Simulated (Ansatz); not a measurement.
Input file:

```
crystal:
  lattice:
    - [0.0, -7.208609557, -5.263967225]
    - [7.208609557, 0.0, 5.263967225]
    - [-7.208609557, 0.0, 5.263967225]
  atoms:
    - { symbol: Hf, position: [0.25, 0.25, 0.5] }
    - { symbol: Hf, position: [0.75, 0.5, 0.75] }
    - { symbol: Hf, position: [0.25, 0.5, 0.25] }
    - { symbol: Hf, position: [0.25, 0.0, 0.75] }
    - { symbol: Hf, position: [0.75, 0.25, 0.0] }
    - { symbol: Hf, position: [0.75, 0.75, 0.5] }
    - { symbol: Hf, position: [0.25, 0.75, 0.0] }
    - { symbol: Hf, position: [0.75, 0.0, 0.25] }
    - { symbol: Hf, position: [0.0, 0.5, 0.5] }
    - { symbol: Hf, position: [0.5, 0.75, 0.75] }
    - { symbol: Hf, position: [0.0, 0.75, 0.25] }
    - { symbol: Hf, position: [0.0, 0.25, 0.75] }
    - { symbol: Hf, position: [0.5, 0.5, 0.0] }
    - { symbol: Hf, position: [0.5, 0.0, 0.5] }
    - { symbol: Hf, position: [0.0, 0.0, 0.0] }
    - { symbol: Hf, position: [0.5, 0.25, 0.25] }
    - { symbol: O, position: [0.75, 0.4716260487, 0.9716260487] }
    - { symbol: O, position: [0.25, 0.4716260487, 0.4716260487] }
    - { symbol: O, position: [0.25, 0.9716260487, 0.9716260487] }
    - { symbol: O, position: [0.75, 0.2216260487, 0.2216260487] }
    - { symbol: O, position: [0.75, 0.7216260487, 0.7216260487] }
    - { symbol: O, position: [0.25, 0.7216260487, 0.2216260487] }
    - { symbol: O, position: [0.75, 0.9716260487, 0.4716260487] }
    - { symbol: O, position: [0.5, 0.5283739513, 0.7783739513] }
    - { symbol: O, position: [1.0, 0.7783739513, 0.0283739513] }
    - { symbol: O, position: [0.5, 0.7783739513, 0.5283739513] }
    - { symbol: O, position: [0.5, 0.2783739513, 0.0283739513] }
    - { symbol: O, position: [1.0, 0.5283739513, 0.2783739513] }
    - { symbol: O, position: [1.0, 0.0283739513, 0.7783739513] }
    - { symbol: O, position: [0.5, 0.0283739513, 0.2783739513] }
    - { symbol: O, position: [1.0, 0.2783739513, 0.5283739513] }
    - { symbol: O, position: [0.5, 0.2783739513, 0.5283739513] }
    - { symbol: O, position: [1.0, 0.5283739513, 0.7783739513] }
    - { symbol: O, position: [0.5, 0.5283739513, 0.2783739513] }
    - { symbol: O, position: [0.5, 0.0283739513, 0.7783739513] }
    - { symbol: O, position: [1.0, 0.2783739513, 0.0283739513] }
    - { symbol: O, position: [1.0, 0.7783739513, 0.5283739513] }
    - { symbol: O, position: [0.5, 0.7783739513, 0.0283739513] }
    - { symbol: O, position: [1.0, 0.0283739513, 0.2783739513] }
    - { symbol: O, position: [0.25, 0.9716260487, 0.4716260487] }
    - { symbol: O, position: [0.75, 0.2216260487, 0.7216260487] }
    - { symbol: O, position: [0.25, 0.2216260487, 0.2216260487] }
    - { symbol: O, position: [0.25, 0.7216260487, 0.7216260487] }
    - { symbol: O, position: [0.75, 0.9716260487, 0.9716260487] }
    - { symbol: O, position: [0.75, 0.4716260487, 0.4716260487] }
    - { symbol: O, position: [0.25, 0.4716260487, 0.9716260487] }
    - { symbol: O, position: [0.75, 0.7216260487, 0.2216260487] }
  host:
    lattice:
      - [3.6043047785, 0.0, 0.0]
      - [0.0, 3.6043047785, 0.0]
      - [0.0, 0.0, 5.263967225]
    atoms:
      - { symbol: Hf, position: [0.5, 0.5, 0.5] }
      - { symbol: Hf, position: [0.0, 0.0, 0.0] }
      - { symbol: O, position: [0.0, 0.5, 0.6932520973] }
      - { symbol: O, position: [0.5, 0.0, 0.8067479027] }
      - { symbol: O, position: [0.5, 0.0, 0.3067479027] }
      - { symbol: O, position: [0.0, 0.5, 0.1932520973] }
basis:
  ecutwfc: 420
  xc_grid: 2
kpoints:
  mp_grid: { grid: [2, 2, 2], shift: [0.5, 0.5, 0.5] }
hamiltonian:
  xc: pbe
scf:
  occupations: { method: gaussian, width: 0.01 }
output:
  forces: true
  stress: false
  eigenvalues: true
  charged_corrections: { defect_position: [0.25, 0.22162605, 0.72162605] }
  write_density: true
  write_potential: true
  elf: true
  volumetric_format: npy
relax:
  adjacent_minimum: "off"
  f_tol: 0.025
  max_steps: 45
```

Launched as:

```sh
ansatz run input.yaml --threads 4 --pin off --max-ram 10240MiB --backend cpu --events-out ev --progress --plain --runs-dir out
```

The fields are those of the run's last geometry, not of the input's.

All numbers below come from Ansatz 0.2.0, DFT PBE, scalar-relativistic, plane waves, PAW.

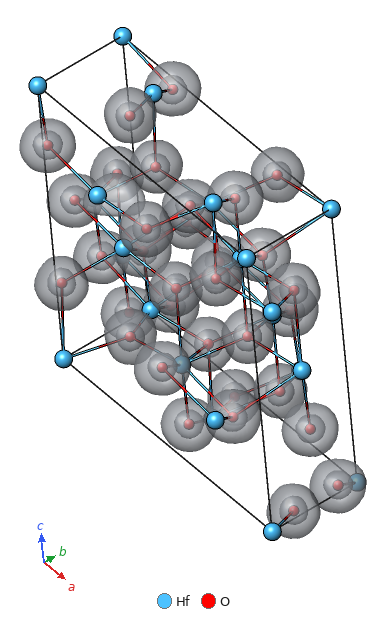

Hf16O31 (cell with a defect). Isosurface of the ELF at 0.75 (grey), seen slightly off an axis. Core shells and regions of very low density are left out. Sticks mark near contacts.

Core electrons are frozen (PAW), and the valence fields are smoothed inside the atomic spheres.

Question: Identify the bonds, lone pairs and shells in this picture.

Answer: The surface consists of 31 regions wrapped around O (the valence shell of each) and one pocket between the atoms, centred on no nucleus (multi-centre or interstitial), counted in one cell of 47 atoms. Any copies at cell faces, edges or corners count once.

Values along the shortest contacts:
Hf–O (2.04 Å): the ELF peaks at about 0.85 in the valence shell of O, 0.6 Å from its nucleus, and drops to about 0.20 between the two atoms: no localised pair shows between them. Hf–O (2.09 Å): the ELF peaks at about 0.85 in the valence shell of O, 0.6 Å from its nucleus, and drops to about 0.20 between the two atoms (no shared electron pair shows on this line).

Question: Does the calculation give a band gap?

Answer: It is gapped, with a Kohn–Sham gap of 1.6 eV on the k-point mesh, an upper bound to the gap of this method.
